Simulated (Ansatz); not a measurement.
A series of calculations on CdS and related structures

**1. Relaxation**

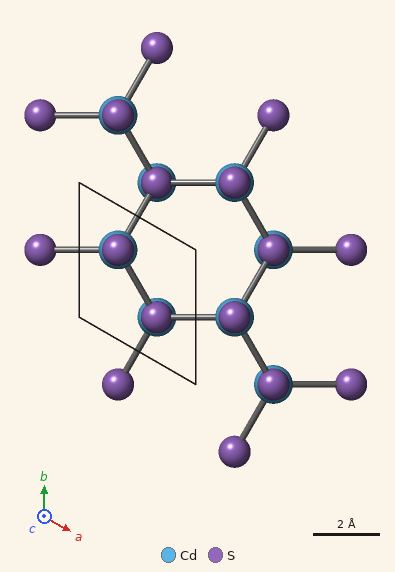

A crystal of CdS (set up in P6_3mc), before the relaxation. The picture is a ball-and-stick view of the cell of the calculation, repeated 2 × 2 × 1 with one cell outlined, seen along the c axis.

Computed with Ansatz, DFT PBE, scalar-relativistic, plane waves, PAW.

Input file:
```yaml
crystal:
  lattice:
    - [4.1347992034, 0.0, 0.0]
    - [-2.0673996017, 3.5808411497, 0.0]
    - [0.0, 0.0, 6.749]
  atoms:
    - { symbol: Cd, position: [0.3333333333, 0.6666666667, 0.0] }
    - { symbol: Cd, position: [0.6666666667, 0.3333333333, 0.5] }
    - { symbol: S, position: [0.3333333333, 0.6666666667, 0.385] }
    - { symbol: S, position: [0.6666666667, 0.3333333333, 0.885] }
basis:
  ecutwfc: 420
kpoints:
  mp_grid: { grid: [12, 12, 4] }
hamiltonian:
  xc: pbe
scf:
  occupations: { method: gaussian, width: 0.02 }
output:
  forces: true
  stress: true
  eigenvalues: true
  write_density: true
  write_potential: true
  elf: true
  volumetric_format: npy
relax:
  adjacent_minimum: "off"
  f_tol: 0.005
  max_steps: 80
  cell: { stress_tol: 0.05 }
```

Launched with:
```bash
ansatz run input.yaml --threads 4 --pin off --max-ram 9216MiB --backend cpu --events-out ev --progress --plain --runs-dir out
```

> What does the optimiser find from here?

The largest moves relative to the cell, 0.028 Å, are those of Cd1, Cd2, S3 and S4. Cd2 goes along +c. Largest moves by element: Cd 0.028 Å, S 0.028 Å. The drawn cell changes as follows: a = b 4.135 → 4.197 Å (+1.5 %), c 6.749 → 6.828 Å (+1.2 %); the volume changes by +4.2 %. Some distances before and after: Cd1–S4 2.510 → 2.565 Å, Cd1–S3 2.598 → 2.572 Å. The space group stays P6_3mc (No. 186). Over 3 accepted moves (4 points after the start) the energy falls by 47.7 meV per cell of the calculation. The largest force component goes from 0.26 to 0.00078 eV/Å. Pressure: 2.53 GPa at the start and −0.01 GPa at the end. At 1 point the geometry stayed and the basis and grid were re-selected for the new cell (energy shift of 0.9 meV per cell of the calculation at most each time). The run took 6.9 s on 4 threads of AMD EPYC 9R45 96-Core Processor (Zen 5), with other jobs on the host, peak memory 0.53 GiB.

After the run, drawn alike:

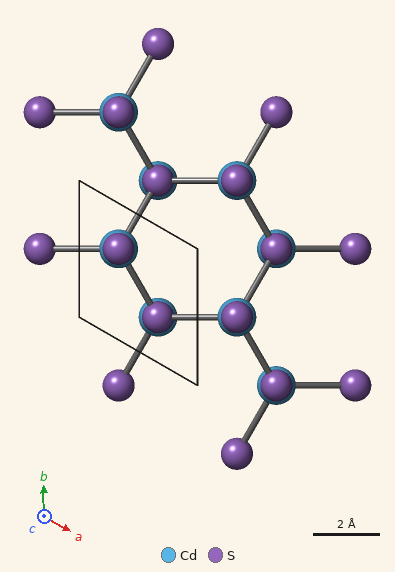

**2. Relaxation**

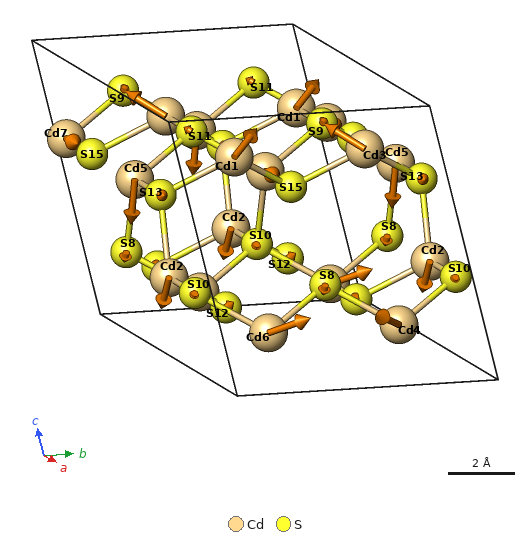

This is a relaxation of a defect cell of composition Cd₇S₈. The starting structure is drawn; orange arrows show the displacements, magnified 30 times.

Style: ball-and-stick. Shown: the conventional cell (2 times the calculation's cell), slightly off an axis. Lengths and directions refer to the drawn axes.

Case: Cd vacancy, atoms relaxed.

Method: DFT PBE, scalar-relativistic, plane waves, PAW in Ansatz. Set-up: plane-wave cutoff 420 eV; k-point mesh 4 × 4 × 4; occupations gaussian; smearing width 0.05 eV; no spin polarisation; atoms relaxed in a fixed cell; force threshold 0.02 eV/Å; at most 50 steps.

**Which element moves most?**

Cadmium: up to 0.052 Å, against 0.014 Å for sulfur.

**What happened in the run?**

The largest moves, 0.052 Å, are those of Cd atoms. By element the largest moves are Cd 0.052 Å, S 0.014 Å. The cell doesn't change. Among the contacts that change: Cd–S 2.565 → 2.528 Å, Cd–S 2.572 → 2.545 Å, Cd–S 2.572 → 2.596 Å. Bond angles that change, for instance: S–Cd–S 109.8° → 107.5°, Cd–S–Cd 109.2° → 106.9°, S–Cd–S 109.2° → 111.3°. After 2 geometry steps the energy has fallen by 48.4 meV per cell of the calculation. The largest force component goes from 0.28 to 0.014 eV/Å.

Limits of the set-up: the periodic images lie only 8.0 Å apart, so the values are limited by the cell's size.

**3. Vacancy jump**

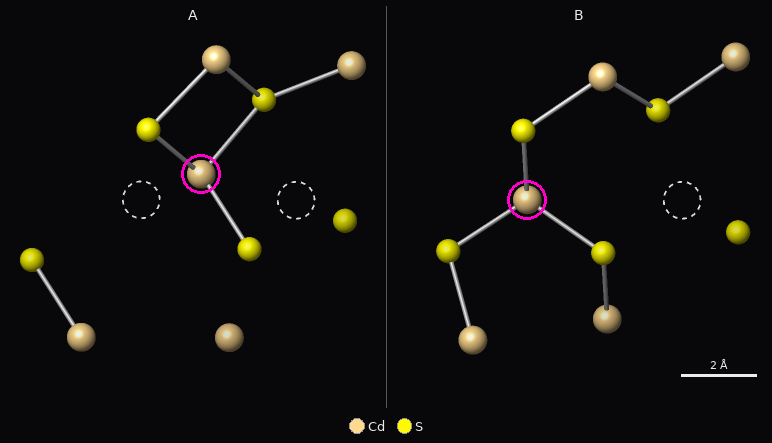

A vacancy jump of cadmium in CdS (P6_3mc phase), in a neutral cell with 15 atoms, whose images lie 8.0 Å apart. One frame is the relaxed vacancy; in the other the neighbouring Cd atom (ringed) was set half-way along its jump of 4.19 Å and all atoms were relaxed in the symmetry of that start. Dashed circles mark empty sites. The picture is a ball-and-stick view of the slice 3.8 Å thick through the jump, out to 5.3 Å from its middle, seen across the jump.

All numbers below come from DFT PBE, scalar-relativistic, plane waves, PAW (Ansatz 0.2.0). Settings: plane-wave cutoff 420 eV; k-point mesh 4 × 4 × 4; occupations gaussian; smearing width 0.05 eV; no spin polarisation; atoms relaxed in a fixed cell; force threshold 0.02 eV/Å.

Q: Which frame is the half-way one, and how far apart are the two in energy?

A: Frame A is the half-way start after relaxation. It lies 0.84 eV below the relaxed vacancy. The atom slides 0.12 of the jump length along the path, so the half-way point isn't stationary and this energy isn't the barrier. There it has 4 S as nearest neighbours, the closest at 2.56 Å. The gap on the mesh is 0.00 eV with the relaxed vacancy and 1.07 eV half-way.

Limits of the set-up: the periodic images lie only 8.0 Å apart, so the values are limited by the cell's size.
